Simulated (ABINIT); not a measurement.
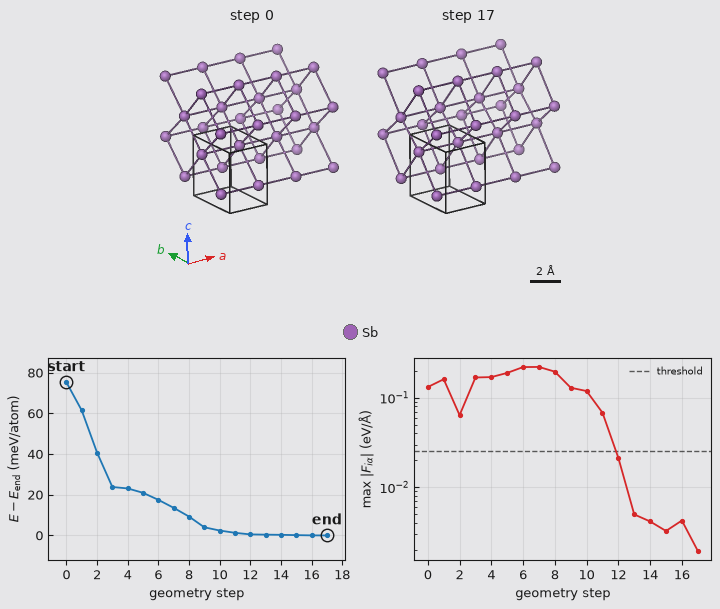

First and last geometry of a relaxation of a crystal of Sb (set up in P2_1/m), with the history of the run. The picture is a ball-and-stick view of the cell of the calculation, repeated 3 × 2 × 2 with one cell outlined, seen from a free direction.

The run lets cell and atoms move.

Computed with Kohn-Sham DFT of a periodic cell, r2SCAN, JTH PAW PBE v2.0 (ABINIT 10.8.3).

Input file:
```
pp_dirpath "./"
pseudos "Sb.GGA_PBE-JTH.xml"

acell 3.122402 4.347518 4.4060238564 Angstrom
rprim
     1.0000000000     0.0000000000     0.0000000000
     0.0000000000     1.0000000000     0.0000000000
    -0.0088322263     0.0000000000     0.9999609951
ntypat 1
znucl 51
natom 2
typat 1 1
xcart
     0.0494655872     2.0539045855     2.0079128155
     5.7774803516     6.1617137564     6.3179408102
chkprim 0
chksymtnons 0
tolsym 1.0e-6

ecut 517.016339 eV
pawecutdg 38.0

kptopt 1
ngkpt 4 3 3
nshiftk 1
shiftk 0.0 0.0 0.0

ixc -497498
usekden 1
pawxcdev 0

nband 19
occopt 3
tsmear 0.00183747

nstep 100
tolvrs 1.0e-7

iomode 3
prtwf 0
prtden 0
prteig 0
prtebands 0
enunit 1

ionmov 2
ntime 60
tolmxf 0.0005
optcell 2
dilatmx 1.08
ecutsm 0.5
```

Command:
```bash
abinit run.abi > log 2>&1
```

Read the history and describe the run.

It converged. The largest moves relative to the cell, 0.14 Å, are those of Sb atoms. Cell: a 3.122 → 3.279 Å (+5.0 %), b 4.348 → 4.284 Å (−1.5 %), c 4.406 → 4.468 Å (+1.4 %), β 90.5° → 90.1°. Volume +4.9 %. Some distances before and after: Sb–Sb 3.152 → 3.356 Å, Sb–Sb 3.040 → 2.853 Å, Sb–Sb 3.122 → 3.279 Å. Bond angles that change, for instance: Sb–Sb–Sb 87.2° → 79.3°, Sb–Sb–Sb 91.3° → 97.3°, Sb–Sb–Sb 176.7° → 171.0°. The space group (tolerance 0.01 Å) goes from P2_1/m (No. 11) to Pmma (No. 51). The energy falls by 75.3 meV per atom in 17 geometry steps. Largest force component: 0.13 eV/Å at the start, 0.002 eV/Å at the end. The pressure goes from −0.52 to 0.00 GPa. The run took 11 min on 1 thread of Arm Neoverse V2 (shared host), peak memory 0.14 GiB.
